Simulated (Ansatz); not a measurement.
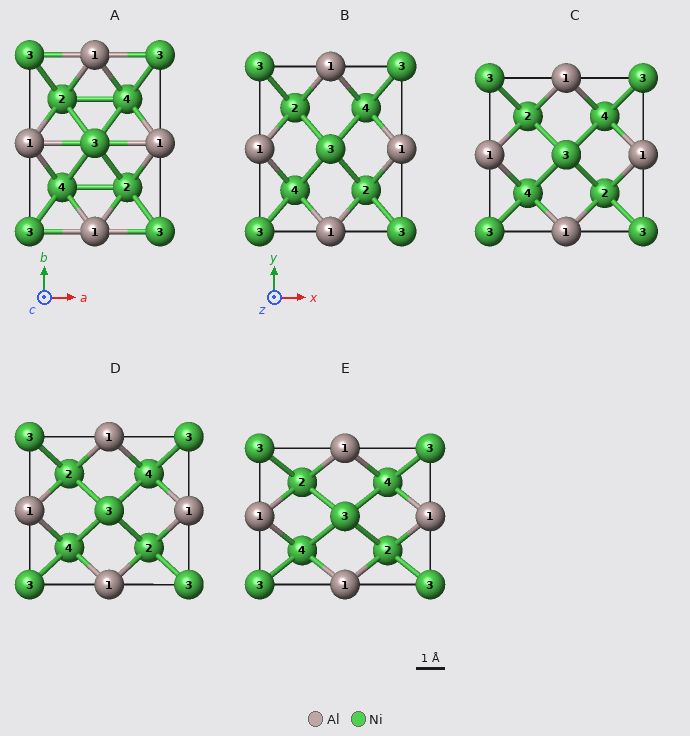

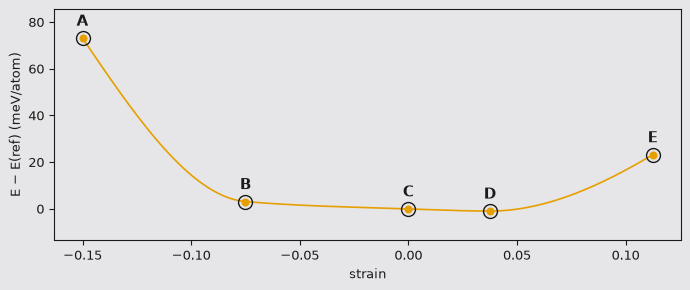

Energy scan for a crystal of AlNi3 (Fm-3m), in which the cell is strained along x and oppositely along y, with the atoms kept at their fractional coordinates. x, y and z are the Cartesian axes of the input. The lettered frames are marked on the plot. Style: ball-and-stick. Shown: the conventional cell (4 times the calculation's cell), along the c axis. Lengths and directions refer to the drawn axes.

These are results of Ansatz, DFT r2SCAN, scalar-relativistic, plane waves, PAW, not measurements. (plane-wave cutoff 500 eV; k-point mesh 14 × 14 × 14; occupations gaussian; smearing width 0.15 eV; no spin polarisation). Energies (free energies at the smearing named) are counted from the relaxed crystal.

What does the scan show?

Answer. The lowest computed point lies at the strain 0.0375 (−0.9 meV/atom). The distortion takes the space group from Fm-3m to Fmmm. At the strain −0.15 the cell of the drawing goes a 5.604 → 4.763 Å, b 5.604 → 6.444 Å.
